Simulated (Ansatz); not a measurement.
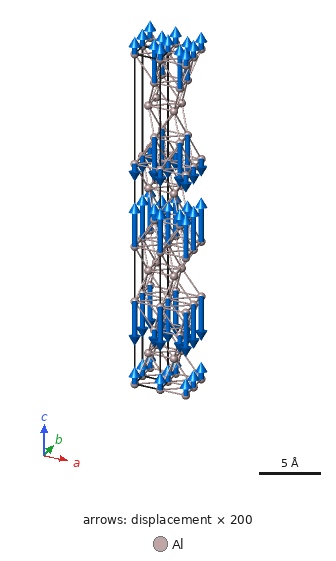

A relaxation of crystalline Al (a generated structure, set up in P6_3/mmc). The starting structure is drawn; blue arrows show the displacements (the part carried along by the change of the cell is left out), 200 times their true length.

The picture is a ball-and-stick view of the cell of the calculation, repeated 2 × 2 × 1 with one cell outlined, seen slightly off an axis.

Case: stacking ABCABACBACBC.

Method: DFT PBE, scalar-relativistic, plane waves, PAW (Ansatz 0.2.0).

The input:
```yaml
crystal:
  lattice:
    - [2.8694187012, 0.0, 0.0]
    - [-1.4347093506, 2.4849894893, 0.0]
    - [0.0, 0.0, 28.0047930098]
  atoms:
    - { symbol: Al, position: [0.0, 0.0, 0.0] }
    - { symbol: Al, position: [0.3333333333, 0.6666666667, 0.0833333333] }
    - { symbol: Al, position: [0.6666666667, 0.3333333333, 0.1666666667] }
    - { symbol: Al, position: [0.0, 0.0, 0.25] }
    - { symbol: Al, position: [0.3333333333, 0.6666666667, 0.3333333333] }
    - { symbol: Al, position: [0.0, 0.0, 0.4166666667] }
    - { symbol: Al, position: [0.6666666667, 0.3333333333, 0.5] }
    - { symbol: Al, position: [0.3333333333, 0.6666666667, 0.5833333333] }
    - { symbol: Al, position: [0.0, 0.0, 0.6666666667] }
    - { symbol: Al, position: [0.6666666667, 0.3333333333, 0.75] }
    - { symbol: Al, position: [0.3333333333, 0.6666666667, 0.8333333333] }
    - { symbol: Al, position: [0.6666666667, 0.3333333333, 0.9166666667] }
basis:
  ecutwfc: 420
kpoints:
  mp_grid: { grid: [18, 18, 2] }
hamiltonian:
  xc: pbe
scf:
  occupations: { method: gaussian, width: 0.1 }
output:
  forces: true
  stress: true
  eigenvalues: true
  populations: true
relax:
  adjacent_minimum: "off"
  f_tol: 0.01
  max_steps: 45
  cell: { stress_tol: 0.05 }
```

Launched with:
```bash
ansatz run input.yaml --threads 1 --pin off --max-ram 2560MiB --backend cpu --events-out ev --progress --plain --runs-dir out
```

Describe the change and its energy.

Answer. The energy falls by 7.5 meV per cell of the calculation in 4 accepted moves (5 points after the start). The largest force component goes from 0.071 to 0.00039 eV/Å. Pressure: −0.59 GPa at the start and 0.00 GPa at the end. At 1 point the geometry stayed and the basis and grid were re-selected for the new cell (energy shift of 0.7 meV per cell of the calculation at most each time). The largest moves relative to the cell, 0.019 Å, are those of Al4, Al6, Al10 and Al12. Al12 goes along +c. The volume changes by −0.8 %, with a = b 2.869 → 2.853 Å (−0.6 %), c 28.005 → 28.102 Å (+0.3 %). Some distances before and after: Al10–Al11 2.862 → 2.879 Å, Al10–Al10 2.869 → 2.853 Å, Al1–Al12 2.862 → 2.854 Å, Al1–Al2 2.862 → 2.857 Å. The space group stays P6_3/mmc (No. 194). The run took 7.9 min on 1 thread of Intel(R) Xeon(R) Processor @ 2.50GHz (Skylake/Cascade Lake) (shared host), peak memory 0.66 GiB.
